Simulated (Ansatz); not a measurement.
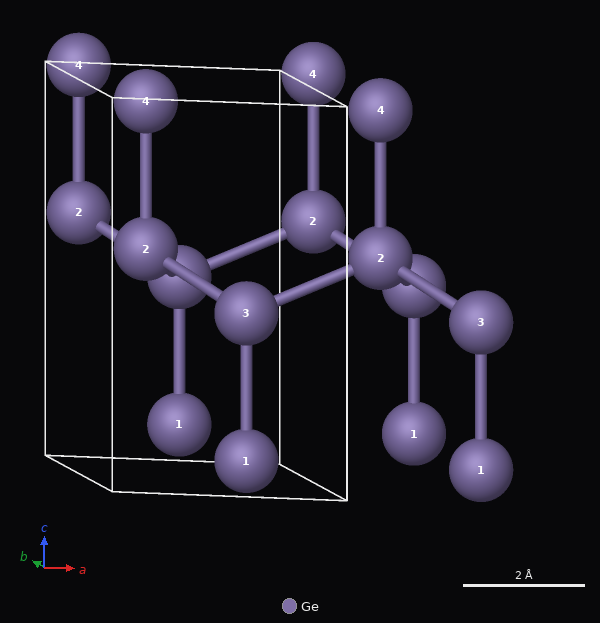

Reference structure: crystalline Ge (set up in P6_3/mmc). Style: ball-and-stick. Shown: the cell of the calculation, repeated 2 × 2 × 1 with one cell outlined, from a free direction.

These are results of Ansatz, DFT PBEsol, scalar-relativistic, plane waves, PAW, not measurements. Settings: plane-wave cutoff 420 eV; occupations gaussian; smearing width 0.1 eV; no spin polarisation. The k-mesh is chosen for each cell (12×12×6, 12×12×8).

The variant: Every germanium atom is replaced by arsenic, which gives As. Cell and atoms are relaxed again (to zero pressure within 0.1 GPa, forces under 0.01 eV/Å).

Input
```yaml
crystal:
  lattice:
    - [4.550651051, 0.0, 0.0]
    - [-2.2753255256, 3.9409794139, 0.0]
    - [0.0, 0.0, 5.6169055465]
  atoms:
    - { symbol: As, position: [0.6666666667, 0.3333333333, 0.0299206368] }
    - { symbol: As, position: [0.3333333333, 0.6666666667, 0.5299206368] }
    - { symbol: As, position: [0.6666666667, 0.3333333333, 0.4700793632] }
    - { symbol: As, position: [0.3333333333, 0.6666666667, 0.9700793632] }
basis:
  ecutwfc: 420
kpoints:
  mp_grid: { grid: [12, 12, 8] }
hamiltonian:
  xc: pbesol
scf:
  occupations: { method: gaussian, width: 0.1 }
output:
  forces: true
  stress: true
  eigenvalues: true
relax:
  adjacent_minimum: "off"
  f_tol: 0.01
  max_steps: 60
  cell: { stress_tol: 0.1 }
```

Run as
```bash
ansatz run input.yaml --threads 1 --pin off --max-ram 2560MiB --backend cpu --events-out ev --progress --plain --runs-dir out
```

Question: Predict the response.

Answer: The volume per atom goes from 22.82 to 25.28 Å³. The drawn cell changes as follows: a = b 3.997 → 4.548 Å (+13.8 %), c 6.596 → 5.643 Å (−14.5 %); the volume changes by +10.8 %. The space group stays P6_3/mmc (No. 194).

Drawn alike, the variant:

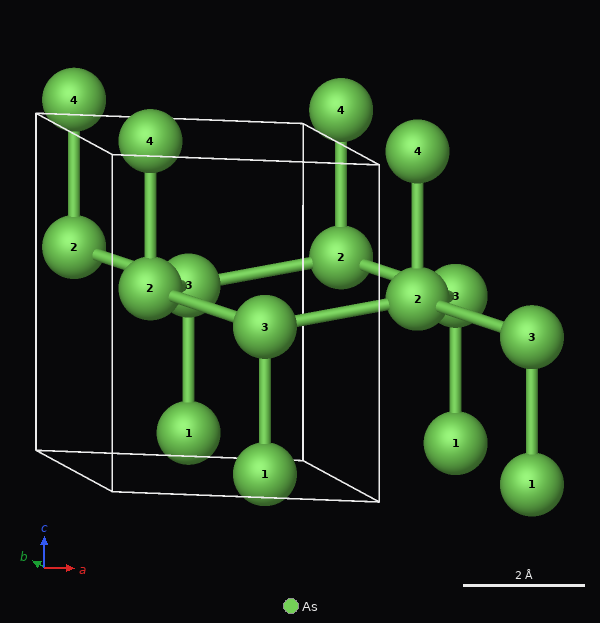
